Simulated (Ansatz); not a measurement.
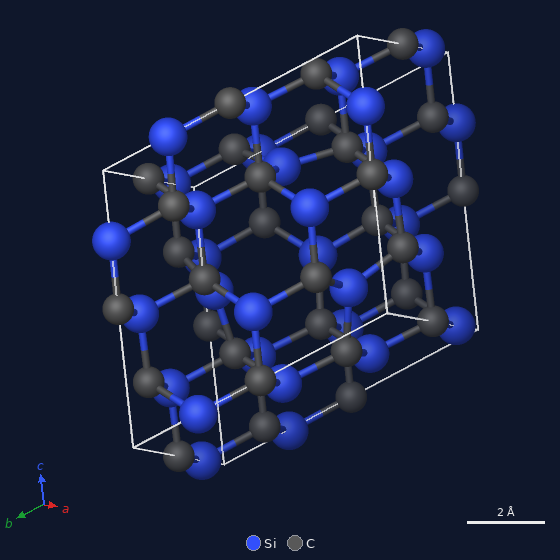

A ball-and-stick rendering, viewed from a general direction. The frame is the supercell; atoms at its boundary are shown with their periodic copies. The host is SiC, in a cell of 32 sites, and the cell carries a charge of +4.

**Describe the defect.**

A carbon vacancy. Around the empty site lie four Si at about 2.3 Å.

All computed values are from DFT PBE, scalar-relativistic, plane waves, PAW (Ansatz 0.2.0). Settings: a kinetic-energy cutoff of 420 eV, a 2×2×2 k-point grid, Gaussian smearing of 0.02 eV, collinear spins.

**Does the cell have a net magnetic moment?**

No net moment.

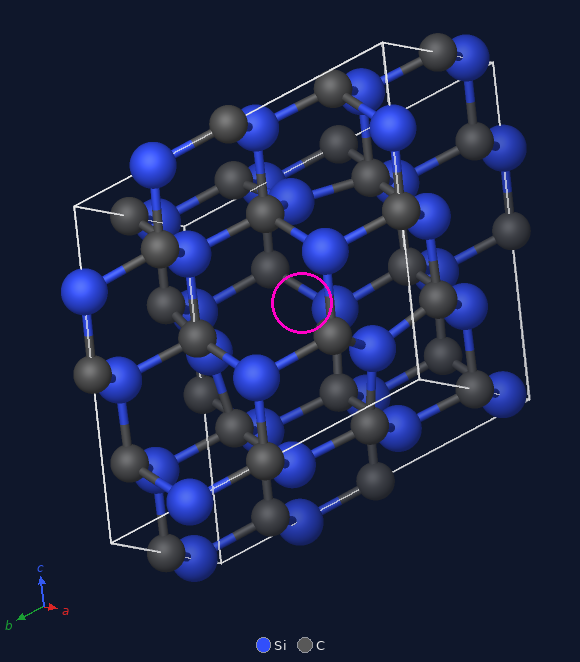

The same cell with a ring at the defect's site.

The atoms were relaxed in the host's cell with DFT PBE, scalar-relativistic, plane waves, PAW in Ansatz 0.2.0.
